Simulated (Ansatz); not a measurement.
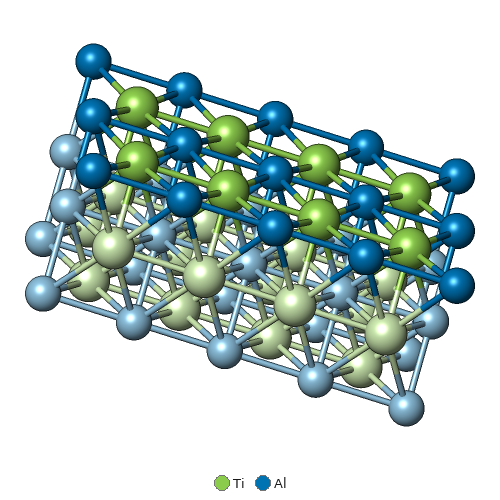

The system is H on a TiAl(101) slab cut from the P4/mmm phase, its upper half relaxed before the scan (12 atoms of substrate and one adsorbate in a 2 × 1 cell); the picture shows it without the atoms that are moved over the map. H is moved over the surface cell; relaxed at each place: the height of the adsorbate's atoms; substrate rigid; the origin of the map has the adsorbate above Al11. Places are given modulo a cell vector. The map is drawn in real space over the plane of the surface. The grid has 6 × 6 points; 24 points were computed and 12 follow by symmetry. Places are given in fractions of the 1 × 1 surface cell. Energies are in eV, from the lowest grid point. These are results of DFT PBE, scalar-relativistic, plane waves, PAW (Ansatz 0.2.0), not measurements. Settings: cutoff 420 eV, k-mesh 5×6×1, gaussian smearing 0.1 eV, no spin polarisation.

Range: position of H13 along the first surface vector from 0.000 to 0.833; position of H13 along the second surface vector from 0.000 to 0.833.

Predict the map.

The lowest grid point is at a threefold hollow (Al–Ti–Ti), (0/6, 2/6) of the cell vectors. A higher local minimum lies near a threefold hollow (Al–Ti–Ti) over a second-layer Al atom, (0/6, 4/6) of the cell vectors (0.047 eV above the lowest at that grid point). The highest grid point, the top site over a surface Al atom, (0/6, 0/6) of the cell vectors, lies 1.51 eV above the lowest. On the interpolated surface the easiest way out of the lowest well to the well at a threefold hollow (Al–Ti–Ti) over a second-layer Al atom, (0/6, 4/6) of the cell vectors passes a barrier of about 0.12 eV, counted from the interpolated bottom of the well. At the lowest point the adsorbate has 1 Al at 1.89 Å as nearest neighbours, at the highest 1 Al at 1.65 Å. Its relaxed height above the top atom is 0.91 Å at the lowest and 1.65 Å at the highest point.

```
second ↓, first →   0/6   1/6   2/6   3/6   4/6   5/6
              5/6  0.99  0.97  0.86  0.74  0.86  0.97
              4/6  0.05  0.45  0.94  1.12  0.94  0.45
              3/6  0.09  0.58  1.05  1.20  1.05  0.58
              2/6  0.00  0.36  0.80  0.95  0.80  0.36
              1/6  0.94  0.93  0.87  0.81  0.87  0.93
              0/6  1.51  1.50  1.42  1.26  1.42  1.50
```

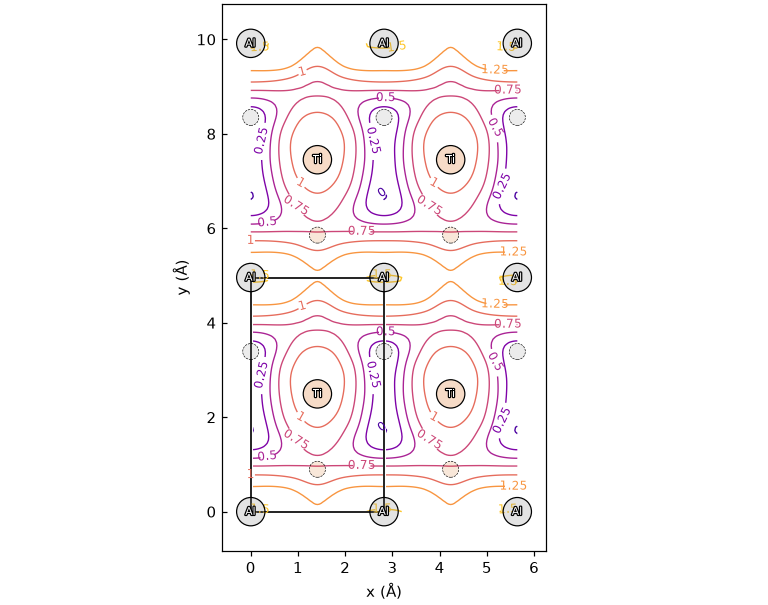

The picture shows contour lines labelled in eV, labelled circles for the atoms of the top layer and small ones for the second layer, the outline of one cell of the 2 × 2 shown. Between grid points the surface is interpolated.

Time for the 24 points that were run: 13 min on 4 threads of Intel(R) Xeon(R) Platinum 8488C (Sapphire Rapids), with other jobs on the host.

PAW datasets: the set soft_1.
